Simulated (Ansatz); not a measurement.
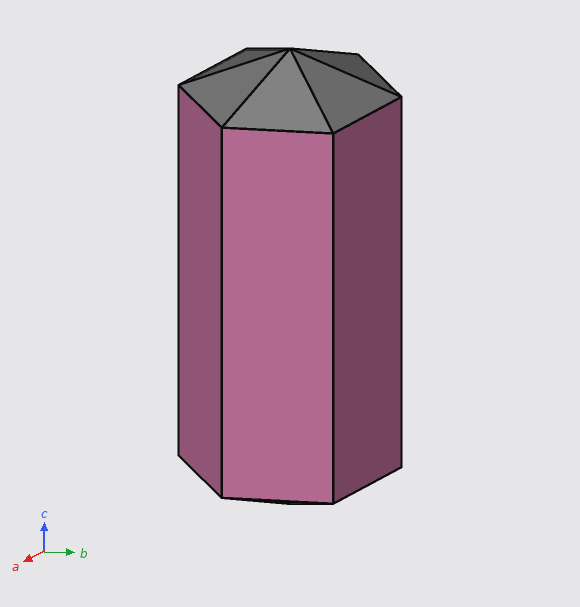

BFDH (Bravais–Friedel–Donnay–Harker) growth shape, computed from the cell and space group alone: each face lies at a distance from the centre proportional to 1/d(hkl), with d taken for the first order that the space group does not extinguish. It ignores bonding, solvent and kinetics. Faces of one form share a colour. Cell of Ir: space group P6_2 (No. 171), a = 6.494 Å, b = 6.494 Å, c = 2.696 Å, α = 90.00°, β = 90.00°, γ = 120.00°. Origin: the end point of a relaxation with DFT PBE, scalar-relativistic, plane waves, PAW in Ansatz 0.2.0; the starting structure was generated, so it need not be a known form of this composition. Forms under 0.4 % of the area are left out. Forms are taken in the Laue class: a face and its opposite count as one form.

**Index the forms that can be seen.**

pink: {100} (d = 5.62 Å, 79 % of the area); grey: {101} (d = 2.43 Å, 21 % of the area).
